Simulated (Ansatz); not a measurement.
TaN: several calculations on one system

Part 1: Relaxation

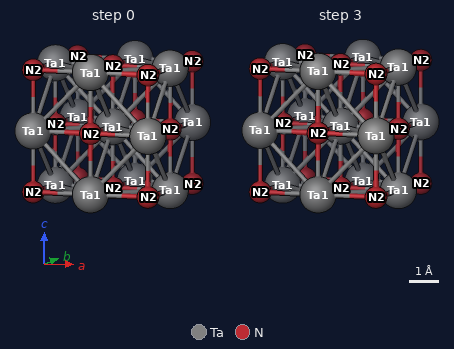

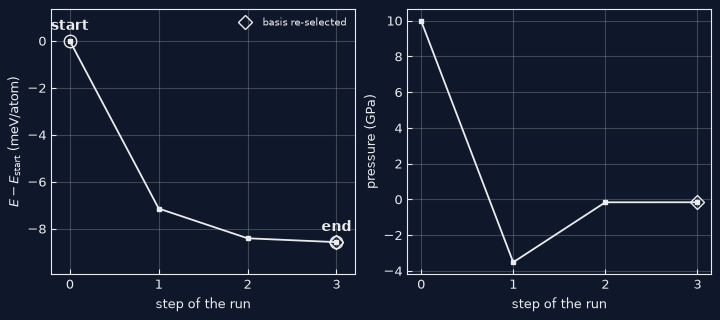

First and last geometry of a relaxation of crystalline TaN (set up in Fm-3m) (coarse preliminary run), with the history of the run. The picture is a ball-and-stick view of the conventional cell (4 times the calculation's cell), seen slightly off an axis. Lengths and directions refer to the drawn axes.

Method: DFT r2SCAN, scalar-relativistic, plane waves, PAW in Ansatz 0.2.0. Set-up: plane-wave cutoff 500 eV; k-point mesh 8 × 8 × 8; occupations gaussian; smearing width 0.1 eV; no spin polarisation; cell and atoms relaxed; force threshold 0.05 eV/Å; at most 80 steps.

Did the run converge, and what did it change?

Answer. It converged. After 2 accepted moves (3 points after the start) the energy has fallen by 8.6 meV per atom. All forces vanish by symmetry, so only the cell relaxes. The pressure goes from 10.00 to −0.16 GPa. The SCF was repeated once at an unchanged geometry on a basis and grid sized afresh for the cell, which shifted the energy by 0.2 meV per atom at most. No atom moves by more than 0.005 Å relative to the cell. The drawn cell changes as follows: a = b = c 4.358 → 4.398 Å (+0.9 %); the volume changes by +2.8 %. Among the contacts that change: Ta1–Ta1 3.082 → 3.110 Å, Ta1–N2 2.179 → 2.199 Å. The space group stays Fm-3m (No. 225).

Part 2: A change

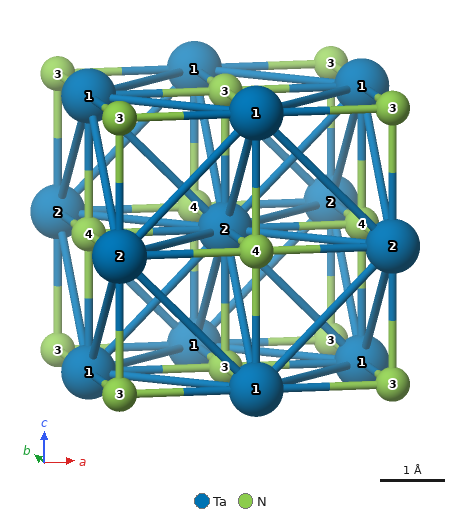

Reference structure: a crystal of TaN (set up in Fm-3m). A ball-and-stick model of the conventional cell (2 times the calculation's cell), seen slightly off an axis. Lengths and directions refer to the drawn axes.

These are results of DFT r2SCAN, scalar-relativistic, plane waves, PAW in Ansatz, not measurements. (plane-wave cutoff 500 eV; k-point mesh 16 × 16 × 12; occupations gaussian; smearing width 0.1 eV; no spin polarisation)

Now this is done to it. Equal strain along all axes, +4.5 %, is applied. Symmetry leaves the atoms no freedom, so this is a single point.

The input:
```yaml
crystal:
  lattice:
    - [2.2971882998, 2.2971882998, 0.0]
    - [-2.2971882998, 2.2971882998, 0.0]
    - [0.0, 0.0, 4.5943765996]
  atoms:
    - { symbol: Ta, position: [0.5, 0.5, 0.0] }
    - { symbol: Ta, position: [0.0, 0.0, 0.5] }
    - { symbol: "N", position: [0.0, 0.0, 0.0] }
    - { symbol: "N", position: [0.5, 0.5, 0.5] }
basis:
  ecutwfc: 500
kpoints:
  mp_grid: { grid: [16, 16, 12] }
hamiltonian:
  xc: r2scan
scf:
  occupations: { method: gaussian, width: 0.1 }
output:
  forces: true
  stress: true
  eigenvalues: true
```

Launched with:
```bash
ansatz run input.yaml --threads 1 --pin off --max-ram 2560MiB --backend cpu --events-out ev --progress --plain --runs-dir out
```

What does the calculation give for the changed structure?

Answer. The energy rises by 183 meV per atom. Pressure: 0.0 GPa before, −34.7 GPa after. All forces vanish by symmetry. Among the bonded contacts that change: Ta–Ta 3.109 → 3.249 Å, N–Ta 2.198 → 2.297 Å. The space group stays Fm-3m (No. 225).

The changed structure in the same view:

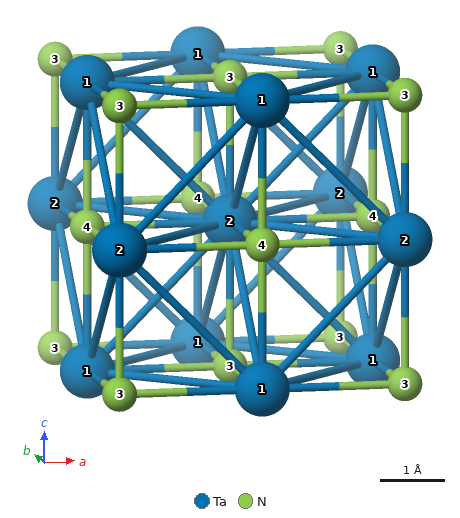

Part 3: Series

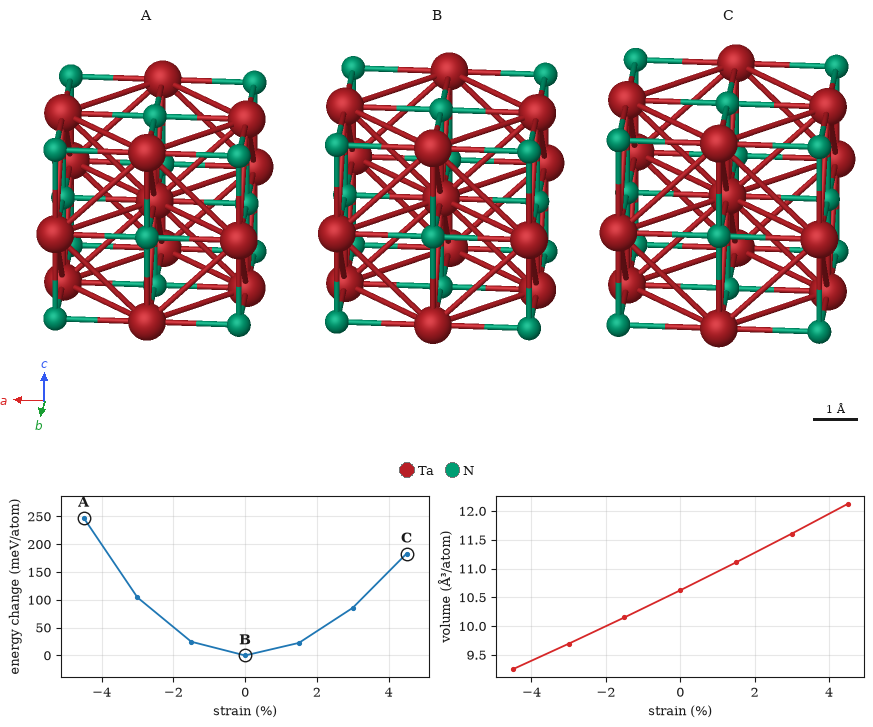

Members of a series of calculations on a crystal of TaN (set up in Fm-3m), marked on the first curve. Style: ball-and-stick. Shown: the conventional cell (2 times the calculation's cell), from a free direction. Lengths and directions refer to the drawn axes.

Method: Ansatz 0.2.0, DFT r2SCAN, scalar-relativistic, plane waves, PAW. (plane-wave cutoff 500 eV; k-point mesh 16 × 16 × 12; occupations gaussian; smearing width 0.1 eV; no spin polarisation)

Which kind of strain is it, and how does the structure respond?

Answer. Equal strain along all axes, cell held, atoms relaxed. A (strain −4.5 %): energy change 248 meV/atom, volume 9.25 Å³ per atom. B (strain 0.0 %): energy change 0.0 meV/atom, volume 10.62 Å³ per atom. C (strain 4.5 %): energy change 183 meV/atom, volume 12.12 Å³ per atom. The rest compares A with C. Cell: a = b = c 4.199 → 4.594 Å (+9.4 %). Volume +31.0 %. Among the bonded contacts that change: Ta–Ta 2.969 → 3.249 Å, N–Ta 2.099 → 2.297 Å.
